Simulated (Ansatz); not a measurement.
**Two runs on Al$_{2}$Cu**

System: Al$_{2}$Cu (Imm2, 3 atoms in the cell).
Method of run 1: DFT PBEsol, scalar-relativistic, plane waves, PAW, no spin polarisation (Ansatz 0.2.0).

The structure derives from a Materials Project entry. Text and figures count atoms from 1; the logs count them from 0 in places.

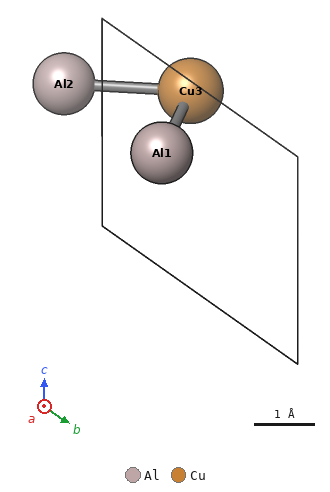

The input geometry (ball-and-stick view of the cell of the calculation, along the a axis; atoms are numbered from 1 in the order of the input). An atom can appear more than once, as a periodic image. Near neighbours in the periodic cell (some may lie outside the picture): Al has 1 Cu at 2.15 Å; Cu has 2 Al at 2.15 Å.

### Input, run 1
```yaml
crystal:
  lattice:
    - [-2.0246315468, 2.0246315468, 2.8630136658]
    - [2.0246315468, -2.0246315468, 2.8630136658]
    - [2.0246315468, 2.0246315468, -2.8630136658]
  atoms:
    - { symbol: Al, position: [0.75, 0.3055656659, 0.5555656659] }
    - { symbol: Al, position: [0.25, 0.8055656659, 0.5555656659] }
    - { symbol: Cu, position: [0.5, 0.4528137995, -0.0471862005] }
basis:
  ecutwfc: 420
kpoints:
  mp_grid: { grid: [16, 16, 16] }
hamiltonian:
  xc: pbesol
scf:
  occupations: { method: gaussian, width: 0.15 }
output:
  forces: true
  stress: true
  eigenvalues: true
```

Command:
```bash
ansatz run input.yaml --threads 2 --pin off --max-ram 5120MiB --backend cpu --events-out ev --progress --plain --runs-dir out
```

Hardware: 2 threads of Arm Neoverse V2, 24 GiB of memory available, shared host.

### Output, shortened to warnings, some set-up lines, iterations and results (run 1)
```
Basis set: ecut = 420 eV, 941 PW (Γ), exchange–correlation on 60×60×60 points (8 copies of the dense FFT grid, shifted against one another)
Symmetry: 4 space group operations
k-points: 621 of 4096 (time reversal used)
Initial density: superposition of atomic densities (neutral atoms: chi_scale 0, normalization atom), corrected by the library's trained network
[...]
SCF iter   1: F=—  HF=-7637.694739 eV  |F-HF|=—  |Δ(HF+E_count)|=         —  Δρ=9.74e-3  dr2=2.39e-2  ethr=1.77e-3  ⟨swp⟩=5.2  Hψ=53864  notcnv=0
SCF iter   2: F=—  HF=-7637.690205 eV  |F-HF|=—  |Δ(HF+E_count)|=   4.53e-3  Δρ=1.33e-3  dr2=8.75e-4  ethr=9.55e-5  ⟨swp⟩=2.1  Hψ=20211  notcnv=0
SCF iter   3: F=—  HF=-7637.689980 eV  |F-HF|=—  |Δ(HF+E_count)|=   2.25e-4  Δρ=1.16e-3  dr2=5.58e-4  ethr=3.50e-6  ⟨swp⟩=2.1  Hψ=14193  notcnv=0
SCF iter   4: F=—  HF=-7637.689955 eV  |F-HF|=—  |Δ(HF+E_count)|=   2.52e-5  Δρ=3.27e-4  dr2=7.98e-5  ethr=2.23e-6  ⟨swp⟩=1.0  Hψ=10426  notcnv=0
SCF iter   5: F=—  HF=-7637.689958 eV  |F-HF|=—  |Δ(HF+E_count)|=   3.87e-6  Δρ=7.24e-5  dr2=3.70e-6  ethr=3.19e-7  ⟨swp⟩=1.7  Hψ=12822  notcnv=0
SCF iter   6: F=—  HF=-7637.689959 eV  |F-HF|=—  |Δ(HF+E_count)|=   2.84e-8  Δρ=3.19e-5  dr2=6.48e-7  ethr=1.48e-8  ⟨swp⟩=2.2  Hψ=15281  notcnv=0
SCF iter   7: F=-7637.689958 eV  HF=-7637.689958 eV  |F-HF|=4.20e-8  |Δ(HF+E_count)|=   1.21e-7  Δρ=4.98e-6  dr2=1.83e-8  ethr=4.00e-10  ⟨swp⟩=3.0  Hψ=39090  notcnv=0
SCF 1 converged in 7 iterations: F = -7637.689958 eV  dr2 = 1.83e-8
SCF converged after 7 iterations
Free energy (F): -7637.689958 eV
Harris-Foulkes:  -7637.689958 eV  (|F-HF|=4.20e-8)
Internal energy: -7637.680677 eV  (E = F + TS)
E sigma→0 (E₀):  -7637.685317 eV
Entropy (-TS):   -0.009282 eV (-3.094 meV/atom)
Fermi energy:    9.381998 eV
--- Per-component energies (eV) ---
  E_band       = -494.489865
  E_kinetic    = 348.393674
  E_local      = -5904.900657  (includes V_loc(G=0)·N_el)
  E_nonlocal   = 405.401366
  E_hartree    = 2639.259360
  E_xc         = -169.726864
  E_vxc        = -176.212988  (∫ρ·V_xc dr)
  E_paw        = -2529.873015  (= ΣΔE_a)
  E_vpaw       = -445.700851  (= ΣTr[D̂ρ^β])
  E_aug_tail   = 0.000231  (compensation charges beyond the density's cutoff)
  E_ewald      = -2426.479254
  E_core_change = 0.244480  (= ΣΔE_core)
  E_smearing   = -0.009282  (= −TS)
  E_closure    = -0.000000  (closes the sum)
  Σ components = -7637.689958   (vs F -7637.689958, Δ=0.00e0)
--- Forces (eV/Å), atoms counted from 1 ---
  atom   1  Al    -1.93038352     0.00000000     1.17609767
  atom   2  Al    -1.93038352     0.00000000    -1.17609767
  atom   3  Cu     3.86072489     0.00000000     0.00000000
  max |Σ_I F_I| component: 4.21e-5 eV/Å
--- Stress (GPa, compression-positive) ---
       11.657468       0.000000       0.000000
        0.000000      -1.208420       0.000000
        0.000000       0.000000       9.981838
  P = ⅓ Tr σ = 6.8103 GPa (68.103 kbar)
```

For run 2 the input was changed thus:
```diff
-    - { symbol: Al, position: [0.75, 0.3055656659, 0.5555656659] }
-    - { symbol: Al, position: [0.25, 0.8055656659, 0.5555656659] }
-    - { symbol: Cu, position: [0.5, 0.4528137995, -0.0471862005] }
+    - { symbol: Al, position: [0.75, 0.2963047215, 0.5463047215] }
+    - { symbol: Al, position: [0.25, 0.7963047215, 0.5463047215] }
+    - { symbol: Cu, position: [0.5, 0.4606781662, -0.0393218338] }
```

How does run 2 compare with run 1?

With the same functional and potentials, run 2 lies 79.6 meV per atom lower. The pressure goes from 6.81 to 4.69 GPa. The largest force goes from 3.861 to 3.042 eV/Å. The number of SCF iterations is the same. On the same kind of shared host run 2 took about 0.68 times as long.

### Output, shortened to warnings, some set-up lines, iterations and results (run 2)
```
Basis set: ecut = 420 eV, 941 PW (Γ), exchange–correlation on 60×60×60 points (8 copies of the dense FFT grid, shifted against one another)
Symmetry: 4 space group operations
k-points: 621 of 4096 (time reversal used)
Initial density: superposition of atomic densities (neutral atoms: chi_scale 0, normalization atom), corrected by the library's trained network
[...]
SCF iter   1: F=—  HF=-7637.933208 eV  |F-HF|=—  |Δ(HF+E_count)|=         —  Δρ=9.46e-3  dr2=2.27e-2  ethr=1.77e-3  ⟨swp⟩=5.2  Hψ=53661  notcnv=0
SCF iter   2: F=—  HF=-7637.928930 eV  |F-HF|=—  |Δ(HF+E_count)|=   4.28e-3  Δρ=1.30e-3  dr2=8.57e-4  ethr=9.07e-5  ⟨swp⟩=2.1  Hψ=20124  notcnv=0
SCF iter   3: F=—  HF=-7637.928734 eV  |F-HF|=—  |Δ(HF+E_count)|=   1.96e-4  Δρ=1.14e-3  dr2=5.57e-4  ethr=3.43e-6  ⟨swp⟩=2.1  Hψ=14169  notcnv=0
SCF iter   4: F=—  HF=-7637.928718 eV  |F-HF|=—  |Δ(HF+E_count)|=   1.58e-5  Δρ=3.37e-4  dr2=8.36e-5  ethr=2.23e-6  ⟨swp⟩=1.0  Hψ=10416  notcnv=0
SCF iter   5: F=—  HF=-7637.928718 eV  |F-HF|=—  |Δ(HF+E_count)|=   2.99e-7  Δρ=7.24e-5  dr2=3.75e-6  ethr=3.34e-7  ⟨swp⟩=1.6  Hψ=12610  notcnv=0
SCF iter   6: F=—  HF=-7637.928718 eV  |F-HF|=—  |Δ(HF+E_count)|=   4.05e-8  Δρ=3.21e-5  dr2=6.43e-7  ethr=1.50e-8  ⟨swp⟩=2.3  Hψ=15532  notcnv=0
SCF iter   7: F=-7637.928718 eV  HF=-7637.928718 eV  |F-HF|=3.77e-8  |Δ(HF+E_count)|=   1.26e-7  Δρ=4.76e-6  dr2=1.63e-8  ethr=4.00e-10  ⟨swp⟩=2.9  Hψ=38937  notcnv=0
SCF 1 converged in 7 iterations: F = -7637.928718 eV  dr2 = 1.63e-8
SCF converged after 7 iterations
Free energy (F): -7637.928718 eV
Harris-Foulkes:  -7637.928718 eV  (|F-HF|=3.77e-8)
Internal energy: -7637.919421 eV  (E = F + TS)
E sigma→0 (E₀):  -7637.924070 eV
Entropy (-TS):   -0.009297 eV (-3.099 meV/atom)
Fermi energy:    9.376815 eV
--- Per-component energies (eV) ---
  E_band       = -493.435530
  E_kinetic    = 347.942136
  E_local      = -5897.682374  (includes V_loc(G=0)·N_el)
  E_nonlocal   = 404.820577
  E_hartree    = 2636.344916
  E_xc         = -169.614494
  E_vxc        = -176.080832  (∫ρ·V_xc dr)
  E_paw        = -2529.532386  (= ΣΔE_a)
  E_vpaw       = -445.135025  (= ΣTr[D̂ρ^β])
  E_aug_tail   = 0.000230  (compensation charges beyond the density's cutoff)
  E_ewald      = -2430.442506
  E_core_change = 0.244480  (= ΣΔE_core)
  E_smearing   = -0.009297  (= −TS)
  E_closure    = 0.000000  (closes the sum)
  Σ components = -7637.928718   (vs F -7637.928718, Δ=0.00e0)
--- Forces (eV/Å), atoms counted from 1 ---
  atom   1  Al    -1.52106972     0.00000000     0.79503483
  atom   2  Al    -1.52106972     0.00000000    -0.79503483
  atom   3  Cu     3.04211606     0.00000000     0.00000000
  max |Σ_I F_I| component: 2.34e-5 eV/Å
--- Stress (GPa, compression-positive) ---
        8.241109       0.000000       0.000000
        0.000000      -0.875579       0.000000
        0.000000       0.000000       6.689806
  P = ⅓ Tr σ = 4.6851 GPa (46.851 kbar)
```

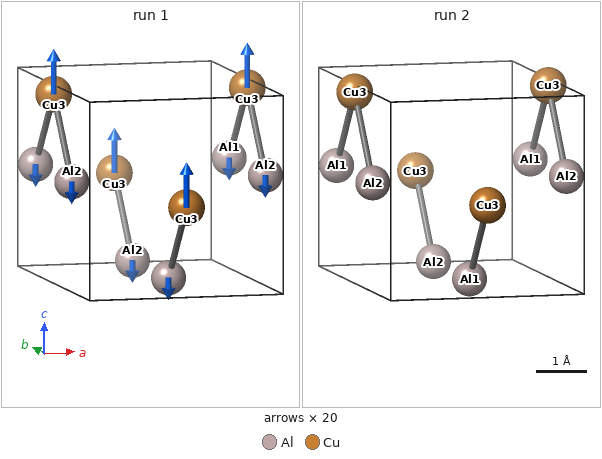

The two input geometries at one scale (ball-and-stick view of the cell 2 times as large as that of the calculation, set on its symmetry axes, seen slightly off an axis). The blue arrows on the first give the shifts of the atoms relative to the cell, with their mean removed, magnified 20 times. The largest move is that of Cu3, 0.046 Å. Largest moves by element: Cu 0.046 Å, Al 0.023 Å. (The mean shift of all atoms is removed.) The lattice vectors keep their values. Among the contacts that change: Al1–Cu3 2.153 → 2.206 Å.

### The two runs side by side

| quantity | run 1 | run 2 |
| --- | --- | --- |
| outcome | converged | converged |
| free energy per atom (eV) | −2545.8967 | −2545.9762 |
| energy per atom, smearing taken to zero (eV) | −2545.8951 | −2545.9747 |
| gap on the mesh (eV) | 0.00 | 0.00 |
| pressure (GPa) | 6.81 | 4.69 |
| largest force (eV/Å) | 3.861 | 3.042 |
| SCF iterations | 7 | 7 |
| irreducible k-points | 621 | 621 |
| plane waves at Γ | 941 | 941 |
| wall time (shared host) | 25 s | 17 s |
